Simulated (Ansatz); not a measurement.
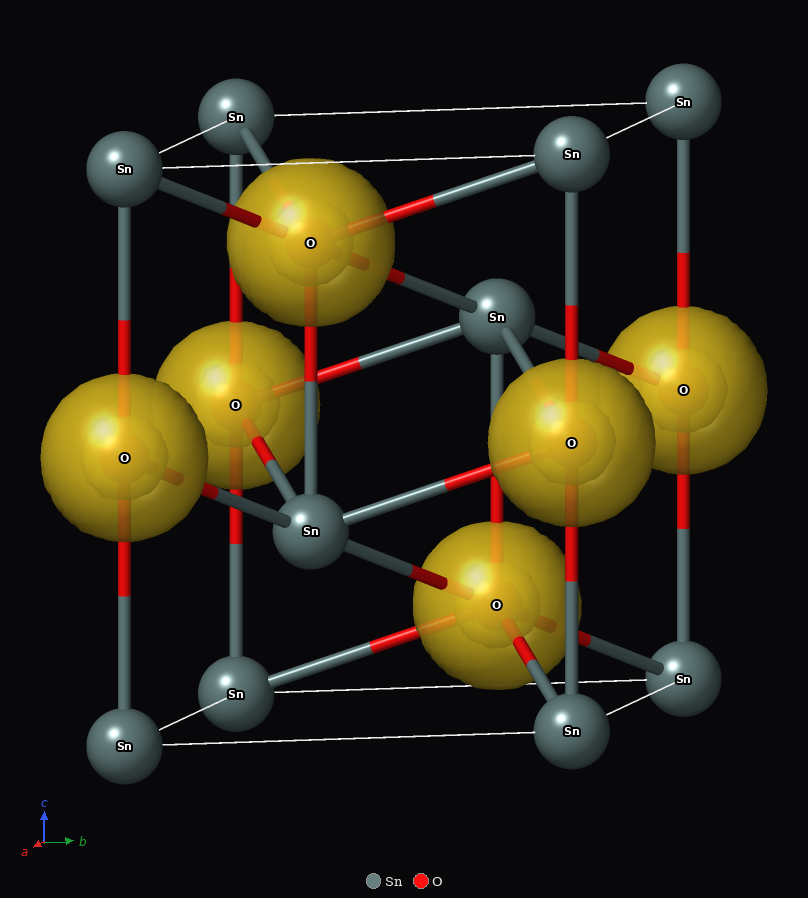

*SnO. Isosurface of the ELF at 0.75 (yellow), seen slightly off an axis. Only the valence region is drawn (cores and ρ < 0.01 e/Å³ removed). Sticks mark near contacts.*

Space group R-3m; started from the CsCl prototype, which need not be the ambient phase; changed on purpose from its base cell (shear 111 strain +1.9%).

Method: DFT, r2SCAN, plane waves, PAW (Ansatz 0.2.0).

Describe the localisation domains.

The ELF exceeds this value in three regions wrapped around O (the valence shell of each), counted in one cell of 6 atoms. Any copies at cell faces, edges or corners count once. Along the contacts the grid gives the following. Sn–O (2.69 Å): the ELF is about 0.15 at the midpoint (no localised pair shows between them). Sn–O (2.74 Å): the ELF is about 0.15 at the midpoint: no localised pair shows between them.
